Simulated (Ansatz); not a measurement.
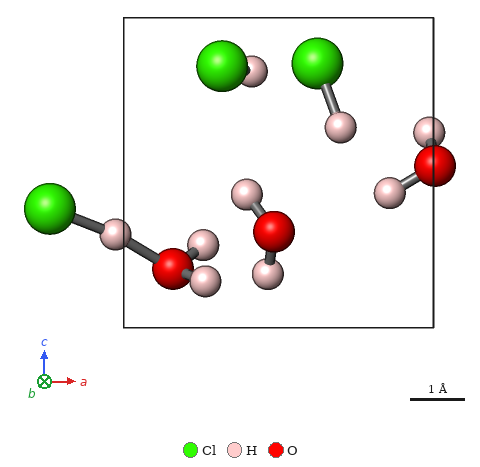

Starting frame of a dynamics run of a periodic cell with 3 HCl + 3 H2O at 1.396 g/cm³. Style: ball-and-stick. Shown: the simulation cell, along the b axis.

The calculation used Ansatz 0.2.0, DFT PBE-D3(BJ), scalar-relativistic, plane waves, PAW.

Input
```yaml
accuracy: low
crystal:
  lattice:
    - [5.792936, 0.0, 0.0]
    - [0.0, 5.792936, 0.0]
    - [0.0, 0.0, 5.792936]
  atoms:
    - { symbol: Cl, position: [0.31416507, 0.87557882, 0.83968377] }
    - { symbol: H, position: [0.40974474, 1.086427, 0.82258453] }
    - { symbol: Cl, position: [0.7585304, 0.07726094, 0.37934561] }
    - { symbol: H, position: [0.96994284, 0.17413773, 0.29660598] }
    - { symbol: Cl, position: [0.62175301, 0.35010178, 0.84845692] }
    - { symbol: H, position: [0.6965941, 0.26496197, 0.64196367] }
    - { symbol: O, position: [0.15564495, 0.26400347, 0.18537343] }
    - { symbol: H, position: [0.25304452, 0.38318525, 0.26226319] }
    - { symbol: H, position: [0.25990029, 0.13857187, 0.14542337] }
    - { symbol: O, position: [1.00111955, 0.57967968, 0.51766129] }
    - { symbol: H, position: [0.98239352, 0.7094311, 0.62532233] }
    - { symbol: H, position: [0.8550535, 0.58873718, 0.43011423] }
    - { symbol: O, position: [0.48159152, 0.59004279, 0.30554706] }
    - { symbol: H, position: [0.46166246, 0.69352931, 0.16897092] }
    - { symbol: H, position: [0.39382054, 0.67288192, 0.42523289] }
basis:
  ecutwfc: 420.0
kpoints:
  mp_grid: { grid: [1, 1, 1] }
hamiltonian:
  xc: pbe
  dispersion: d3bj
scf:
  occupations: { method: fermi_dirac, width: 0.05 }
  lower_state_search: "off"
md:
  timestep: 0.5
  n_steps: 300
  ensemble: nvt_langevin
  temperature: 700.0
  initial_velocities: maxwell_boltzmann
  seed: 679636
  friction: 0.02
```

Run as
```bash
ansatz run input.yaml --threads 1 --pin off --max-ram 3072MiB --backend cpu --events-out ev --progress --plain --runs-dir out
```

Q: What does the trajectory do?

A: The mean temperature in the second half is 799 K (standard deviation 109 K). The potential energy in the second half lies on average 57.6 meV per atom above the first frame. Root-mean-square distances from the starting positions over the second half, with the common drift of all atoms taken out: H 1.14 Å, Cl 0.59 Å, O 0.40 Å. The heavy atoms stay within a fraction of a molecule's size of their starting places, while the hydrogen atoms travel further, as molecules turn; so short a run doesn't tell a liquid from a solid. Bond changes: one H–O bond forms at about 68 fs; one Cl–H bond breaks at about 84 fs; 2 Cl–H bonds form between 92 fs and 121 fs.

Along the run (each row but the first and the last is the mean over the interval that it begins):

```
time (fs)  potential energy (meV/atom)  T (K)
      0.0                          0.0    653
     18.5                         47.8    553
     37.0                         52.7    657
     55.5                         47.7    840
     74.0                         48.6    812
     92.5                         64.2    706
    111.0                         54.5    901
    129.5                         63.5    780
    148.0                         57.8    780
```

The paths of the atoms:

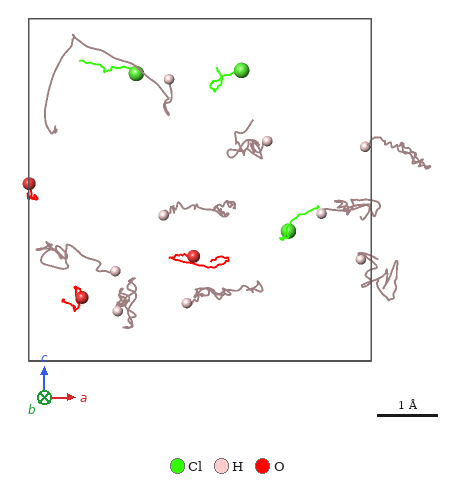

Limits of the set-up: the program's low-accuracy preset was used; the periodic images lie only 5.8 Å apart, so the values are limited by the cell's size.

The run took 4 min on 1 thread of Arm Neoverse V1, with other jobs on the host, peak memory 0.3 GiB.
